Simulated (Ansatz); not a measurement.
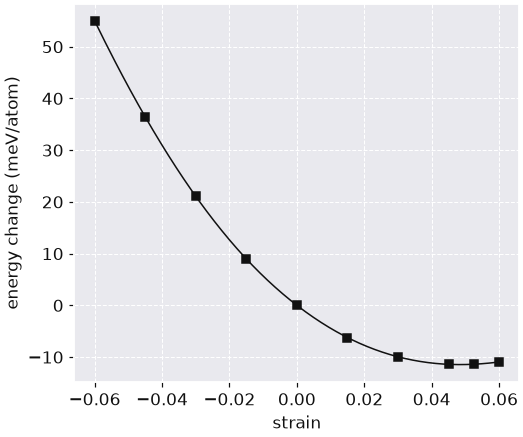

The figure shows the energy change against strain.

Calculation (Ansatz 0.2.0): homogeneous strain of a crystal along one Voigt pattern with engineering shear, fractional coordinates fixed, by plane-wave density functional theory with PAW datasets, free energies less that of the undisturbed cell, pressure positive in compression; scalar-relativistic. Level: PBE, no spin polarisation.

### For which of these solids was it computed?
A. Pb, Fm-3m (No. 225), 30.1 Å³/atom, strain pattern [1, 0, 0, 0, 0, 0]
B. PbS, Fm-3m (No. 225), 26.1 Å³/atom, strain pattern [0, 0, 0, 1, 0, 0]
C. LiCl, Fm-3m (No. 225), 16.9 Å³/atom, strain pattern [1, 1, 0, 0, 0, 0]
D. KZnF₃, Pm-3m (No. 221), 13.3 Å³/atom, strain pattern [0, 0, 0, 1, 0, 0]

A, Pb: energy change from −11.41 meV/atom to 54.99 meV/atom. The others give: LiCl, energy change from −0.05 meV/atom to 18.62 meV/atom; PbS, energy change from 0.00 meV/atom to 37.41 meV/atom; KZnF₃, energy change from −0.06 meV/atom to 0.54 meV/atom.

For KZnF₃, limits of the calculation: reference crystal is not relaxed.

For LiCl, limits of the calculation: reference crystal is not relaxed.

For Pb, limits of the calculation: reference crystal is not relaxed.

For PbS, limits of the calculation: gap closes along the scan on a mesh chosen for the insulator; narrow smearing for a metal; reference crystal is not relaxed.
